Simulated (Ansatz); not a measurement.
# Geometry relaxation, with input and output: Zr3S2 (part 2 of 2)

The same run, continued: Zr3S2 (C2/m, 5 atoms in the cell); DFT PBE, scalar-relativistic, plane waves, PAW, no spin polarisation (Ansatz 0.2.0); cutoff 420 eV, 12×12×6 k-mesh, Gaussian smearing of 0.1 eV. The structure was made by a generator, so it may or may not be a known phase.

Geometry of the input (Å; fractional positions):
```
4.8291  -1.6468  0.0000
4.8291  1.6468  0.0000
-3.1372  0.0000  5.9710
Zr 0.3228  0.3228  0.8100
Zr 0.6772  0.6772  0.1900
Zr 0.5000  0.5000  0.5000
S  0.0475  0.0475  0.8243
S  0.9525  0.9525  0.1757
```

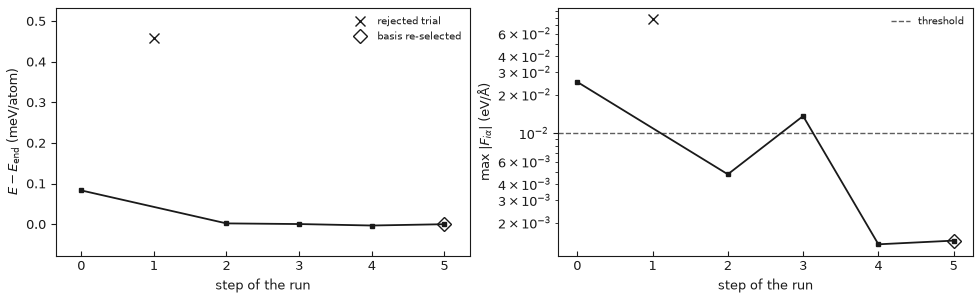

Fig. 1: Progress of the relaxation, step by step (the first geometry is step 0 here and step 1 in the log). No atom moves by more than 0.005 Å relative to the cell. Cell: a 9.658 → 9.659 Å (0.0 %), b stays at 3.294 Å, c 6.745 → 6.730 Å (−0.2 %). Volume −0.1 %. Among the contacts that change: Zr1–Zr2 3.182 → 3.190 Å. The space group stays C2/m (No. 12). The energy falls by 0.1 meV per atom in 4 geometry steps. The largest force component goes from 0.025 to 0.0015 eV/Å. The pressure goes from −0.10 to 0.01 GPa. The line search rejected the trial step at point 1 (counted from 0) and went back. A last SCF at the same geometry on a re-selected plane-wave basis shifts the energy by +0.0 meV per atom. (Atoms are counted from 1 in the order of the input.)

```
basis re-selected at this cell: Δ(F+E_penalty+E_count) = +1.555e-5 eV, ΔP = -0.000 GPa vs the last step (what re-selecting the basis moved, of the pressure what is left beyond the Pulay correction that the steps carried, after the strain that the cell walked since its last selection, with what the two solves' SCF thresholds leave and, on support functions, any second-order correction that the steps lacked; it is no measure of the basis error at this ecutwfc). The dense FFT grid was sized anew with the basis: this SCF ran on 36×36×45 points, the steps before it on 36×36×48, so part of this shift can come from that change (see relax.cell in the input reference). This SCF's stress stands 1.68e-2 GPa from its target on what of the cell is left free (relax.cell.stress_tol is 5.00e-2 GPa) and its largest allowed force component is 1.45e-3 eV/Å (relax.f_tol is 1.00e-2 eV/Å): within both
SCF converged after 5 iterations
Free energy (F): -14360.975360 eV
Harris-Foulkes:  -14360.975360 eV  (|F-HF|=0.00e0)
Internal energy: -14360.957788 eV  (E = F + TS)
E sigma→0 (E₀):  -14360.966574 eV
Entropy (-TS):   -0.017573 eV (-3.515 meV/atom)
Fermi energy:    14.117630 eV
--- Per-component energies (eV) ---
  E_band       = -237.298723
  E_kinetic    = 1221.916058
  E_local      = -2055.246645  (includes V_loc(G=0)·N_el)
  E_nonlocal   = 296.020899
  E_hartree    = 652.502869
  E_xc         = -683.586463
  E_vxc        = -753.904640  (∫ρ·V_xc dr)
  E_paw        = -10062.886350  (= ΣΔE_a)
  E_vpaw       = -251.090213  (= ΣTr[D̂ρ^β])
  E_aug_tail   = 0.000076  (compensation charges beyond the density's cutoff)
  E_ewald      = -3729.678231
  E_smearing   = -0.017573  (= −TS)
  E_closure    = -0.000000  (closes the sum)
  Σ components = -14360.975360   (vs F -14360.975360, Δ=0.00e0)
--- Forces (eV/Å), atoms counted from 1 ---
  atom   1  Zr     0.00030470    -0.00000000     0.00145106
  atom   2  Zr    -0.00030470     0.00000000    -0.00145106
  atom   3  Zr    -0.00000000    -0.00000000     0.00000000
  atom   4  S     -0.00070806    -0.00000000     0.00091358
  atom   5  S      0.00070806     0.00000000    -0.00091358
  max |Σ_I F_I| component: 2.17e-19 eV/Å
--- Stress (GPa, compression-positive) ---
        0.016666       0.000000      -0.001269
        0.000000       0.004336       0.000000
       -0.001269       0.000000      -0.001430
  P = ⅓ Tr σ = 0.0065 GPa (0.065 kbar)
--- Band table (eV; the first three rows and the last of 242) ---
  k-point 0: bands = ["-35.1385", "-35.0985", "-34.8050", "-13.3930", "-13.3036", "-13.2704", "-13.2095", "-12.9565", "-12.9412", "-12.9157", "-12.8079", "-12.6204", "-1.2971", "0.0122", "7.1999", "8.6863", "8.9563", "10.0669", "10.4398", "10.9023", "11.3830", "12.0209", "13.0403", "13.1417", "13.8608", "15.2786", "15.7914", "16.3563", "16.4614"]
  k-point 1: bands = ["-35.1371", "-35.1000", "-34.8050", "-13.4157", "-13.2879", "-13.2666", "-13.1847", "-12.9718", "-12.9406", "-12.9174", "-12.8068", "-12.6281", "-1.2286", "-0.0758", "7.3446", "8.5702", "8.9841", "9.9804", "10.4744", "10.5562", "11.6873", "12.2946", "12.7514", "13.1005", "14.0282", "15.3896", "15.8517", "15.8690", "16.4569"]
  k-point 2: bands = ["-35.1338", "-35.1034", "-34.8050", "-13.4467", "-13.2700", "-13.2547", "-13.1291", "-13.0128", "-12.9390", "-12.9211", "-12.8046", "-12.6441", "-1.0504", "-0.2915", "7.6994", "8.3261", "9.0817", "9.8669", "9.8966", "10.7371", "12.0854", "12.2310", "12.7370", "13.1874", "14.0054", "15.1551", "15.9386", "16.0767", "16.4520"]
  k-point 241: bands = ["-35.1276", "-35.1045", "-34.8097", "-13.5506", "-13.3468", "-13.2720", "-13.0386", "-12.9475", "-12.9392", "-12.9293", "-12.7793", "-12.6609", "-0.4753", "-0.2777", "7.1656", "7.4337", "8.7870", "9.4891", "10.1203", "11.3377", "12.3838", "12.5435", "13.1571", "13.5282", "14.3544", "14.5736", "15.3383", "15.6612", "15.8134"]
--- Relaxed structure (5 steps of the walk, 4 accepted, 1 SCFs on fresh bases) ---
  F+E_penalty+E_count = -14360.97536026 eV   max|allowed force component| = 1.451e-3 eV/Å   (the final SCF, on the basis selected at the relaxed cell)
  cell:  # Å, volume = 94.8606 Å³
    - [4.8295794656422, -1.6468211732352829, 0.007045643137346693]
    - [4.8295794656422, 1.6468211732352829, 0.007045643137346693]
    - [-3.128769453141213, 0.0, 5.958919664578788]
  atoms:
    - { symbol: Zr, position: [0.3224256059469716, 0.3224256059469716, 0.8098741964852121] }
    - { symbol: Zr, position: [0.6775743940530282, 0.6775743940530282, 0.1901258035147879] }
    - { symbol: Zr, position: [0.5, 0.5, 0.5000000000000001] }
    - { symbol: S, position: [0.047314641699735954, 0.047314641699735954, 0.824555242583565] }
    - { symbol: S, position: [0.952685358300264, 0.952685358300264, 0.17544475741643514] }
```

**Trajectory as extended XYZ (Å, eV, eV/Å), 6 frames, from step=1 to step=6**
```
5
Lattice="4.8291 -1.6468 0.0000 4.8291 1.6468 0.0000 -3.1372 0.0000 5.9710" Properties=species:S:1:pos:R:3:forces:R:3 step=1 energy=-14360.97494 pressure_GPa=-0.10
Zr    0.5766    0.0000    4.8366   -0.0215   0.0000  -0.0160
Zr    5.9445    0.0000    1.1343    0.0215   0.0000   0.0160
Zr    3.2605    0.0000    2.9855    0.0000   0.0000   0.0000
S    -2.1272    0.0000    4.9221   -0.0184   0.0000   0.0252
S     8.6483    0.0000    1.0489    0.0184   0.0000  -0.0252
5
Lattice="4.8286 -1.6444 0.0137 4.8286 1.6444 0.0137 -3.1199 0.0000 5.9489" Properties=species:S:1:pos:R:3:forces:R:3 step=2 energy=-14360.97306 pressure_GPa=0.22 accepted=F
Zr    0.5793    0.0000    4.8170    0.0659   0.0000   0.0785
Zr    5.9580    0.0000    1.1594   -0.0659   0.0000  -0.0785
Zr    3.2687    0.0000    2.9882    0.0000   0.0000   0.0000
S    -2.1220    0.0000    4.9111    0.0548   0.0000  -0.0567
S     8.6593    0.0000    1.0653   -0.0548   0.0000   0.0567
5
Lattice="4.8297 -1.6465 0.0066 4.8297 1.6465 0.0066 -3.1293 0.0000 5.9625" Properties=species:S:1:pos:R:3:forces:R:3 step=3 energy=-14360.97535 pressure_GPa=-0.04
Zr    0.5808    0.0000    4.8322   -0.0030   0.0000   0.0048
Zr    5.9492    0.0000    1.1435    0.0030   0.0000  -0.0048
Zr    3.2650    0.0000    2.9879    0.0000   0.0000   0.0000
S    -2.1230    0.0000    4.9176    0.0040   0.0000  -0.0026
S     8.6530    0.0000    1.0582   -0.0040   0.0000   0.0026
5
Lattice="4.8299 -1.6465 0.0078 4.8299 1.6465 0.0078 -3.1281 0.0000 5.9582" Properties=species:S:1:pos:R:3:forces:R:3 step=4 energy=-14360.97536 pressure_GPa=0.03
Zr    0.5813    0.0000    4.8304   -0.0007   0.0000   0.0037
Zr    5.9504    0.0000    1.1434    0.0007   0.0000  -0.0037
Zr    3.2659    0.0000    2.9869    0.0000   0.0000   0.0000
S    -2.1222    0.0000    4.9126   -0.0041   0.0000   0.0136
S     8.6539    0.0000    1.0611    0.0041   0.0000  -0.0136
5
Lattice="4.8296 -1.6468 0.0070 4.8296 1.6468 0.0070 -3.1288 0.0000 5.9589" Properties=species:S:1:pos:R:3:forces:R:3 step=5 energy=-14360.97538 pressure_GPa=0.01
Zr    0.5805    0.0000    4.8305    0.0003   0.0000   0.0014
Zr    5.9499    0.0000    1.1425   -0.0003   0.0000  -0.0014
Zr    3.2652    0.0000    2.9865    0.0000   0.0000   0.0000
S    -2.1228    0.0000    4.9141   -0.0007   0.0000   0.0009
S     8.6532    0.0000    1.0589    0.0007   0.0000  -0.0009
5
Lattice="4.8296 -1.6468 0.0070 4.8296 1.6468 0.0070 -3.1288 0.0000 5.9589" Properties=species:S:1:pos:R:3:forces:R:3 step=6 energy=-14360.97536 pressure_GPa=0.01
Zr    0.5805    0.0000    4.8305    0.0003   0.0000   0.0015
Zr    5.9499    0.0000    1.1425   -0.0003   0.0000  -0.0015
Zr    3.2652    0.0000    2.9865    0.0000   0.0000   0.0000
S    -2.1228    0.0000    4.9141   -0.0007   0.0000   0.0009
S     8.6532    0.0000    1.0589    0.0007   0.0000  -0.0009
```

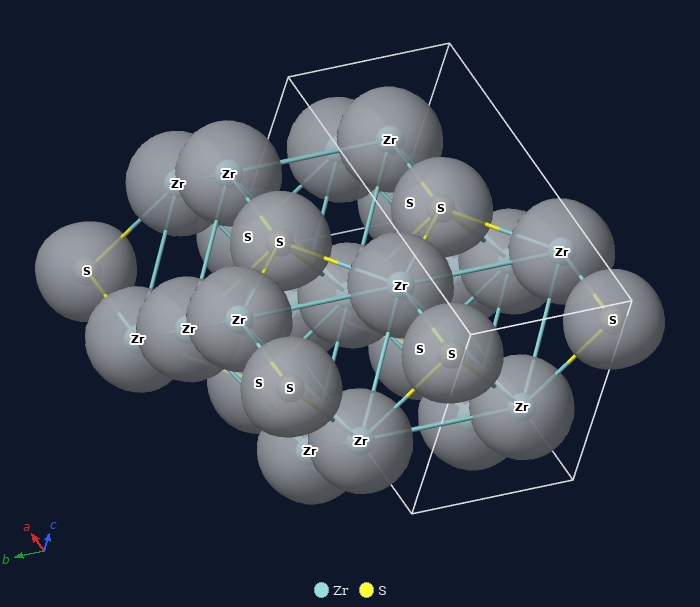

Fig. 2: Isosurface of the valence electron density at 0.6 e/Å³ (grey), seen at an oblique angle. Sticks mark near contacts. The outline is the cell set on symmetry axes. At this value the density breaks into separate islands; it holds about 65 % of the electrons treated as valence (semicore included). It is pinched off along the Zr–S (2.60 Å), Zr–Zr (3.19 Å), Zr–S (2.69 Å) and Zr–S (2.73 Å) contacts. On the grid the lowest density along these lines, outside the cores, is 0.34 e/Å³ (Zr–S, 2.60 Å), 0.2 e/Å³ (Zr–Zr, 3.19 Å), 0.3 e/Å³ (Zr–S, 2.69 Å) and 0.27 e/Å³ (Zr–S, 2.73 Å). In a PAW calculation such maps are meaningful between the atoms, not at the nuclei.

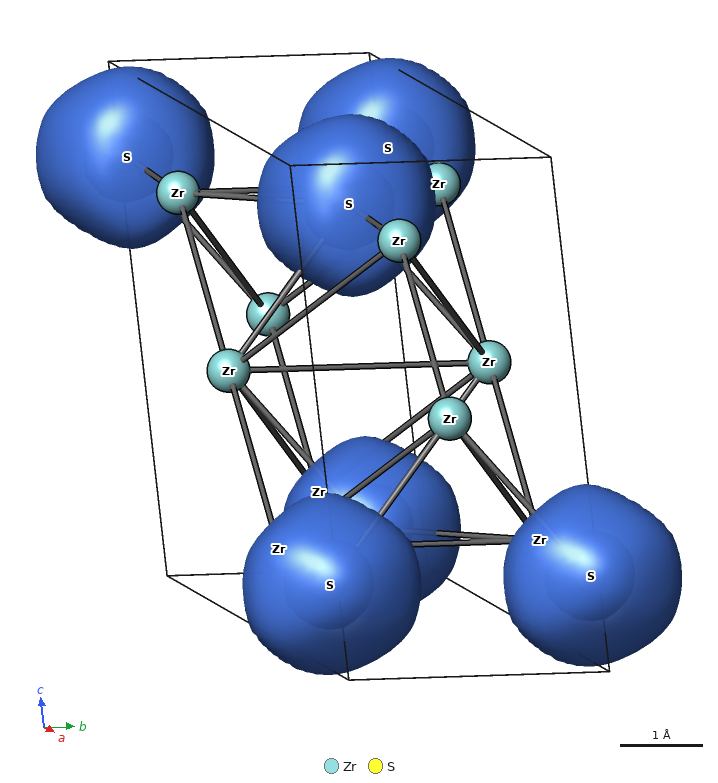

Fig. 3: Isosurface of the ELF at 0.7 (blue), seen slightly off an axis. Only the valence region is drawn (cores and ρ < 0.01 e/Å³ removed). Sticks mark near contacts. The outline is the cell set on symmetry axes. Values along the shortest contacts: Zr–S (2.60 Å): the ELF is about 0.25 at the midpoint (no shared pair; the contact is polar). Zr–Zr (3.19 Å): the ELF is about 0.35 at the midpoint (no localised pair between them).
